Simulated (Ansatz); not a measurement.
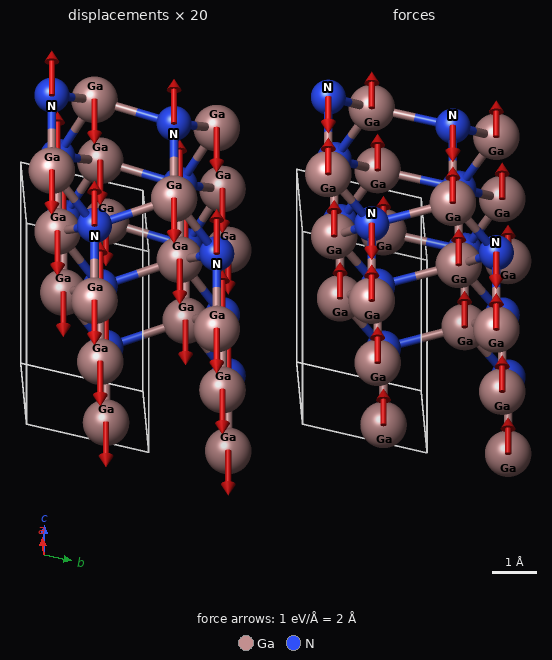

Left: a crystal of GaN (set up in P6_3mc) in its unrelaxed database cell, with red arrows for the displacements applied to it (without the part that the change of the cell carries along). Right: the displaced structure with the computed forces. Besides, the cell is strained by −4.1 % along c and +1.9 % across it (volume −0.4 %). Style: ball-and-stick. Shown: the cell of the calculation, repeated 3 × 2 × 1 with one cell outlined, from a free direction.

These are results of DFT PBE, scalar-relativistic, plane waves, PAW in Ansatz 0.2.0, not measurements. Set-up: plane-wave cutoff 420 eV; k-point mesh 12 × 12 × 6; occupations gaussian; smearing width 0.02 eV; no spin polarisation.

How do the forces relate to the distortion?

Answer. Atoms are displaced by 0.06 Å relative to the cell. No relaxation follows. The energy rises by 32.6 meV per atom. The pressure goes from 7.3 to 7.6 GPa. The principal stresses (compression positive) are 14.6 GPa along c and 4.0 GPa across it. The largest forces, 0.47 eV/Å, act on Ga and N. The forces point straight back along the displacements (cosine −1.00). The gap on the k-mesh goes from 1.96 to 1.78 eV. Among the bonded contacts that change: Ga–N 1.944 → 1.938 to 1.973 Å. The space group stays P6_3mc (No. 186).
